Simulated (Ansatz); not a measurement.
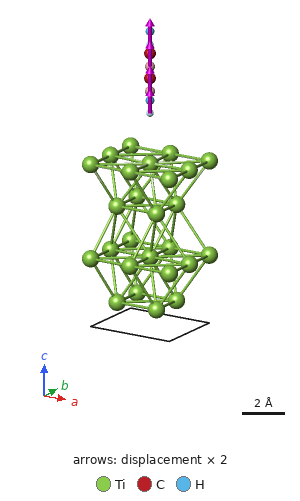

This is a constrained relaxation of a slab of composition Ti8HC (cut from the P6_3/mmc phase). The starting structure is drawn faded, the final one solid; purple arrows show the displacements, magnified 2 times.

Style: ball-and-stick. Shown: the cell of the calculation, outlined in the plane, without the vacuum (origin shifted), slightly off an axis.

Case: 1 C2H2 a cell, upright, over a top Ti site. The slab is the (0 0 1) face of Ti with C2H2 on it. 8 atoms are held fixed.

All numbers below come from DFT PBE+D3(BJ), scalar-relativistic, plane waves, PAW (Ansatz 0.2.0).

Input
```yaml
crystal:
  lattice:
    - [5.772929951, 0.0, 0.0]
    - [-2.8864649755, 4.9995039918, 0.0]
    - [0.0, 0.0, 28.183223473]
  atoms:
    - { symbol: Ti, position: [0.3333333333, 0.1666666667, 0.2838568131] }
    - { symbol: Ti, position: [0.3333333333, 0.6666666667, 0.2838568131] }
    - { symbol: Ti, position: [0.8333333333, 0.1666666667, 0.2838568131] }
    - { symbol: Ti, position: [0.8333333333, 0.6666666667, 0.2838568131] }
    - { symbol: Ti, position: [0.1666666667, 0.3333333333, 0.36500584] }
    - { symbol: Ti, position: [0.1666666667, 0.8333333333, 0.36500584] }
    - { symbol: Ti, position: [0.6666666667, 0.3333333333, 0.36500584] }
    - { symbol: Ti, position: [0.6666666667, 0.8333333333, 0.36500584] }
    - { symbol: Ti, position: [0.3333333333, 0.1666666667, 0.4491826913] }
    - { symbol: Ti, position: [0.3333333333, 0.6666666667, 0.4491826913] }
    - { symbol: Ti, position: [0.8333333333, 0.1666666667, 0.4491826913] }
    - { symbol: Ti, position: [0.8333333333, 0.6666666667, 0.4491826913] }
    - { symbol: Ti, position: [0.1666666667, 0.3333333333, 0.5263514121] }
    - { symbol: Ti, position: [0.1666666667, 0.8333333333, 0.5263514121] }
    - { symbol: Ti, position: [0.6666666667, 0.3333333333, 0.5263514121] }
    - { symbol: Ti, position: [0.6666666667, 0.8333333333, 0.5263514121] }
    - { symbol: C, position: [0.1666666667, 0.3333333333, 0.6925389316] }
    - { symbol: C, position: [0.1666666667, 0.3333333333, 0.6497723545] }
    - { symbol: H, position: [0.1666666667, 0.3333333333, 0.730093188] }
    - { symbol: H, position: [0.1666666667, 0.3333333333, 0.6122180981] }
basis:
  ecutwfc: 420
kpoints:
  mp_grid: { grid: [4, 4, 1] }
hamiltonian:
  xc: pbe
  dispersion: d3bj
scf:
  occupations: { method: gaussian, width: 0.1 }
output:
  forces: true
  eigenvalues: true
relax:
  adjacent_minimum: "off"
  f_tol: 0.04
  max_steps: 100
  constraints: [{ sites: [0, 1, 2, 3, 4, 5, 6, 7] }]
efield:
  axis: 3
  dipole_correction: true
  ramp_width: 0.04
```

Command:
```bash
ansatz run input.yaml --threads 4 --pin off --max-ram 10240MiB --backend cpu --events-out ev --progress --plain --runs-dir out
```

### What did the optimiser do to the structure, and how much energy did it gain?

H19 moves most: 0.64 Å along the normal (+c). By element the largest moves are H 0.64 Å, C 0.63 Å, Ti 0.04 Å. The lattice vectors keep their values. Some distances before and after: Ti10–Ti13 2.740 → 2.715 Å, Ti14–Ti15 2.886 → 2.906 Å, Ti6–Ti12 2.899 → 2.918 Å, Ti10–Ti11 2.886 → 2.873 Å. The energy falls by 97.8 meV per cell of the calculation in 5 geometry steps. Largest force component: 0.53 eV/Å at the start, 0.017 eV/Å at the end. The run took 42 s on 4 threads of Intel(R) Xeon(R) 6975P-C (Granite Rapids), with other jobs on the host, peak memory 1.8 GiB.

Limits of the set-up: the periodic images lie only 5.8 Å apart, so the values are limited by the cell's size.
